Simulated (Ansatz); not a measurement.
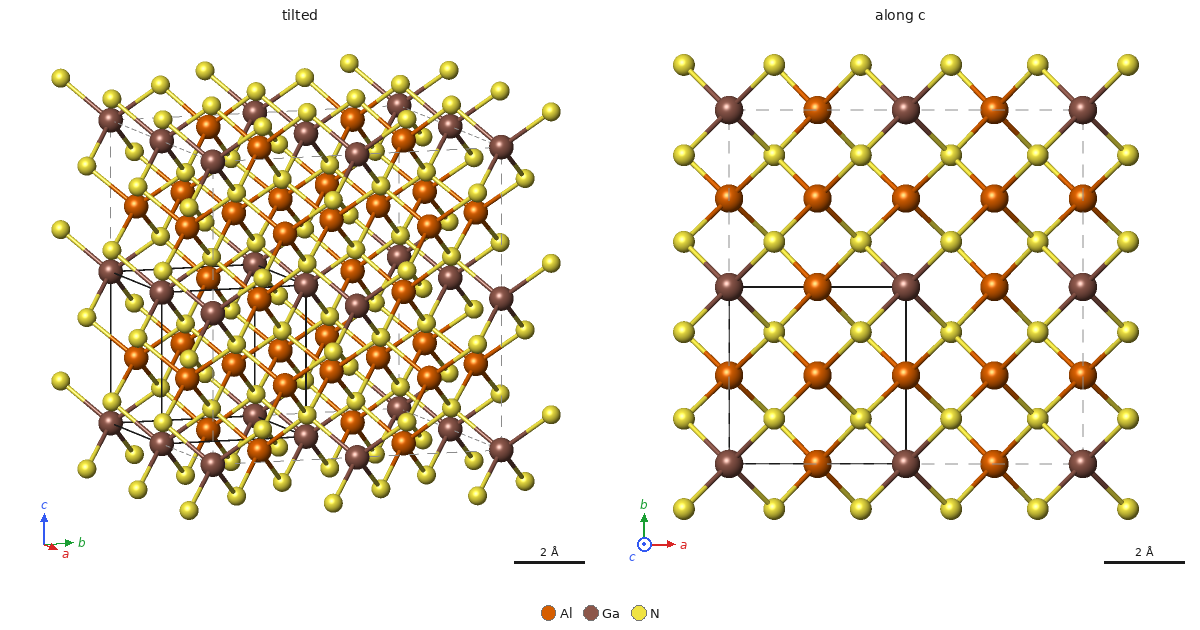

An orthographic ball-and-stick view of the structure, slightly off an axis and along the c axis. The structure is repeated 2×2×2 times; solid lines mark one conventional unit cell. Some atoms of the next cells are drawn as well.

Al₃GaN₄, space group P-43m (No. 215), a = 4.42 Å, b = 4.42 Å, c = 4.42 Å, α = 90.00°, β = 90.00°, γ = 90.00°.

Run with Ansatz, DFT PBEsol, scalar-relativistic, plane waves, PAW and these settings: a cutoff energy of 420 eV, a 6×6×6 sampling of the Brillouin zone, Gaussian smearing of 0.02 eV, no spin polarisation.

> Does it come out as a metal, or with a gap?

An insulator at this level, with a gap of 3.30 eV.

> Which way would the volume go on relaxing?

The computed pressure is -2.0 GPa (stretched: it would shrink).

It goes back to a structure listed in the Materials Project. Earlier steps of the study may have refined or changed the cell and positions. It went into a calculation with Ansatz.
